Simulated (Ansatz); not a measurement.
This input was run:

```
crystal:
  lattice:
    - [2.3793207413, 1.3737014705, 4.3317967337]
    - [-2.3793207413, 1.3737014705, 4.3317967337]
    - [0.0, -2.7474029409, 4.3317967337]
  atoms:
    - { symbol: Al, position: [0.3519097825, 0.3519097825, 0.3519097825] }
    - { symbol: Al, position: [0.1480902175, 0.1480902175, 0.1480902175] }
    - { symbol: Al, position: [0.6480902175, 0.6480902175, 0.6480902175] }
    - { symbol: Al, position: [0.8519097825, 0.8519097825, 0.8519097825] }
    - { symbol: O, position: [0.5563679964, 0.9436320036, 0.25] }
    - { symbol: O, position: [0.25, 0.5563679964, 0.9436320036] }
    - { symbol: O, position: [0.9436320036, 0.25, 0.5563679964] }
    - { symbol: O, position: [0.4436320036, 0.0563679964, 0.75] }
    - { symbol: O, position: [0.75, 0.4436320036, 0.0563679964] }
    - { symbol: O, position: [0.0563679964, 0.75, 0.4436320036] }
kpoints:
  mp_grid: { grid: [4, 4, 4] }
  band_path:
    path:
      - [0.0, 0.0, 0.0]
      - [0.5, 0.5, 0.5]
      - [0.766289733, 0.233710267, 0.5]
      - [0.5, -0.233710267, 0.233710267]
      - [0.5, 0.0, 0.0]
      - [0.3668551335, -0.3668551335, 0.0]
      - [0.6331448665, 0.0, 0.3668551335]
      - [0.5, 0.0, 0.5]
    npoints: 1
hamiltonian:
  xc: pbe0
scf:
  occupations: { method: fixed }
  n_extra_bands: 6
output:
  forces: true
  stress: true
  eigenvalues: true
  write_density: true
  write_potential: true
  elf: true
  volumetric_format: npy
```

Launched with:
```bash

```

Predict the main features of the density of states.

There is a gap; over the k points computed it is 8.86 eV (direct among those points). Within the window shown, the tallest peak of the filled states lies 1.4 eV under the valence-band top, at about 9.7 states per eV and cell.

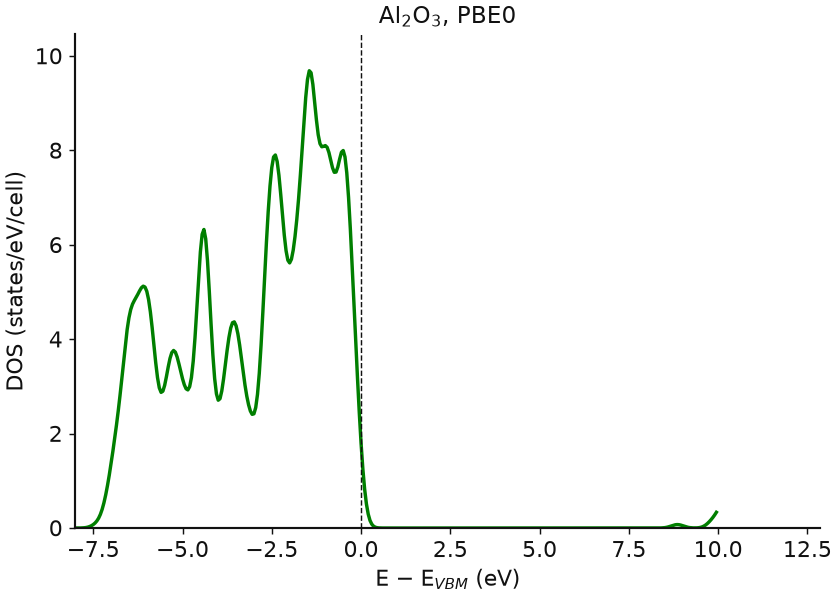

Density of states. Energies are counted from the top of the valence band. The curve is built from the levels of the k mesh with Gaussians 0.4 eV wide, which also blur the band edges.
